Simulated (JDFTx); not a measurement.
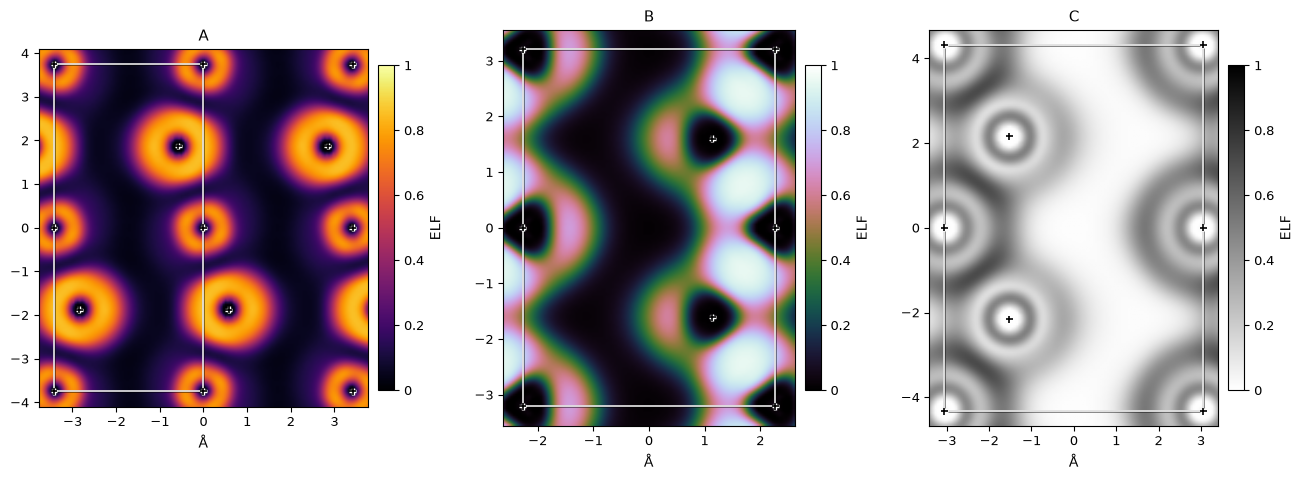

The ELF of 3 systems, each on a plane through atoms (crosses mark nuclei in the plane).

Computed with Kohn-Sham DFT of a periodic cell, PBEsol, PseudoDojo-SR-PBEsol-0.4.1-standard in JDFTx.

System 1: GaSb, the (101) plane of the conventional cell. Space group F-43m.

```
CELL_PARAMETERS angstrom
6.11800 0.00000 0.00000
0.00000 0.00000 -6.11800
0.00000 6.11800 0.00000
ATOMIC_POSITIONS crystal
Sb 0.75000 0.75000 0.25000
Sb 0.25000 0.75000 0.75000
Sb 0.25000 0.25000 0.25000
Sb 0.75000 0.25000 0.75000
Ga 0.50000 0.50000 0.00000
Ga 0.00000 0.50000 0.50000
Ga 0.00000 0.00000 0.00000
Ga 0.50000 0.00000 0.50000
```

System 2: BP, the (101) plane of the conventional cell. Space group F-43m.

System 3: CuO, the (101) plane of the conventional cell. Space group C2/c; not relaxed (largest force 0.4 eV/Å); computed pressure about −3 GPa in this cell.

```
Cu O
1.0
     4.68370    0.00000    0.00000
     0.00000    3.42260    0.00000
    -0.85003    0.00000    5.05787
Cu O
4 4
Cartesian
  0.7459 2.5670 2.5289
  3.0878 0.8557 2.5289
  1.1709 0.8557 0.0000
  3.5128 2.5670 0.0000
  -0.6375 1.9906 3.7934
  1.7043 0.2793 3.7934
  -0.2125 1.4320 1.2645
  2.1293 3.1433 1.2645
```

**Which map belongs to which system?**

Panel A is system 3, CuO: the plane holds Cu and O. Cu–O (1.96 Å): the ELF peaks at about 0.85 in the valence shell of O, 0.6 Å from its nucleus, and is about 0.20 at the midpoint; no localised pair shows between them. Panel B is system 2, BP: the plane holds P and B. B–P (1.97 Å): the ELF peaks at about 0.95 between the atoms, as expected for a shared electron pair. Panel C is system 1, GaSb: the plane holds Sb and Ga. Ga–Sb (2.65 Å): the ELF peaks at about 0.70 between the atoms.
